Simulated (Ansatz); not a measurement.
Read the following structure.

```
CELL_PARAMETERS angstrom
-4.30425 0.00000 0.00000
0.00000 0.00000 4.43535
0.00000 4.30425 0.00000
ATOMIC_POSITIONS crystal
N 0.25000 0.25000 0.25000
Al 0.00000 0.00000 0.00000
N 0.75000 0.25000 0.75000
N 0.75000 0.75000 0.25000
N 0.25000 0.75000 0.75000
Al 0.50000 0.00000 0.50000
Al 0.50000 0.50000 0.00000
Al 0.00000 0.50000 0.50000
```

Q: Give a crystallographic description of this input.

A: Formula: AlN. Strictly the space group is I-4m2 (No. 119, within 0.01 Å). It is a distorted form of a face-centred cubic structure, space group F-43m (No. 216) within 0.25 Å: zinc blende (sphalerite type). The cell comprises 4 formula units: 4 Al, 4 N. The neighbours of N are four Al in a tetrahedral arrangement at 1.88 Å. Al is linked to four N in a tetrahedral arrangement at 1.88 Å. The bonds build a three-dimensional framework.

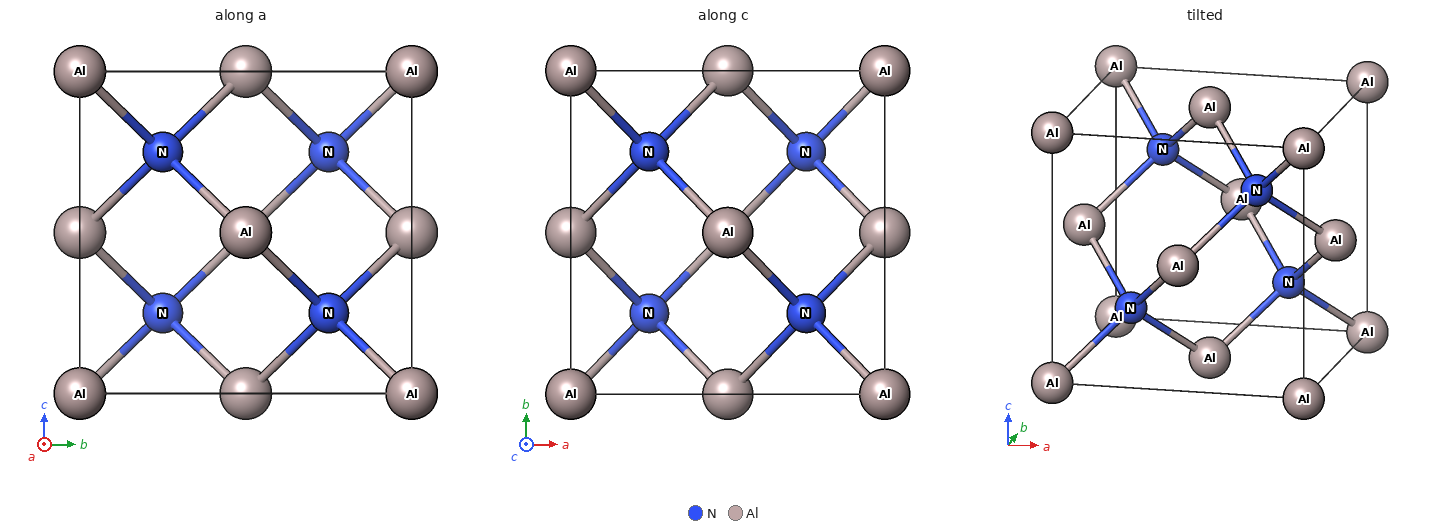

Ball-and-stick model, viewed along the a axis, along the c axis and slightly off an axis. The frame is the drawn cell (a repeat of the simulation cell); atoms at its boundary are shown with their periodic copies. Colours: aluminium light grey, nitrogen blue.

Source of the structure: a structure listed in the Materials Project. The cell was then strained or its atoms displaced on purpose. It was the input of a calculation with Ansatz.
